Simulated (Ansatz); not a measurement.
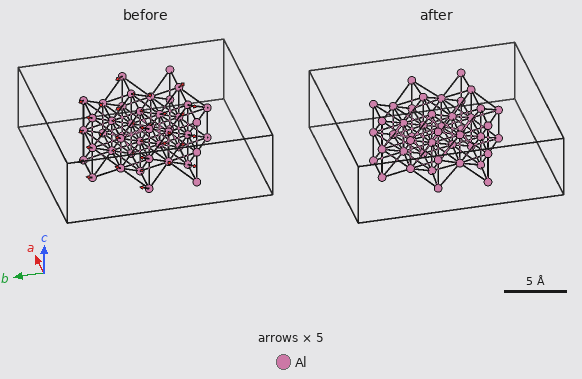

The structure of a wire of composition Al before (left) and after (right) a relaxation, at one scale. The red arrows give the displacements (the part carried along by the change of the cell is left out), magnified 5 times.

A ball-and-stick model of the 2 repeat of the cell, with the vacuum cut short, seen from a free direction.

Case: wire along [1 1 0], 17 atoms a period.

Computed with DFT PBEsol, scalar-relativistic, plane waves, PAW in Ansatz 0.2.0. Settings: plane-wave cutoff 420 eV; k-point mesh 1 × 1 × 19; occupations gaussian; smearing width 0.05 eV; no spin polarisation; cell relaxed at fixed a, b, alpha, beta, gamma; force threshold 0.02 eV/Å; at most 45 steps.

Summarise the run.

Answer. The largest moves relative to the centre of the atoms, 0.17 Å, are those of Al atoms. Along the periodic axis the drawn cell goes c 5.679 → 5.374 Å (−5.4 %). Some distances before and after: Al–Al 2.839 → 3.066 Å, Al–Al 2.839 → 2.687 Å, Al–Al 2.839 → 2.723 Å, Al–Al 2.839 → 2.950 Å. Among the angles between lasting bonds that change: Al–Al–Al 60.0° → 66.7°, Al–Al–Al 90.0° → 93.9°, Al–Al–Al 60.0° → 63.5°. Over 6 accepted moves (7 points after the start) the energy falls by 0.674 eV per cell of the calculation. Largest force component: 0.4 eV/Å at the start, 0.0082 eV/Å at the end. The SCF was repeated once at an unchanged geometry on a basis and grid sized afresh for the cell, which shifted the energy by 3.0 meV per cell of the calculation at most. The run took 7.1 min on 4 threads of Intel(R) Xeon(R) Processor @ 2.50GHz (Skylake/Cascade Lake), with other jobs on the host, peak memory 1.4 GiB.
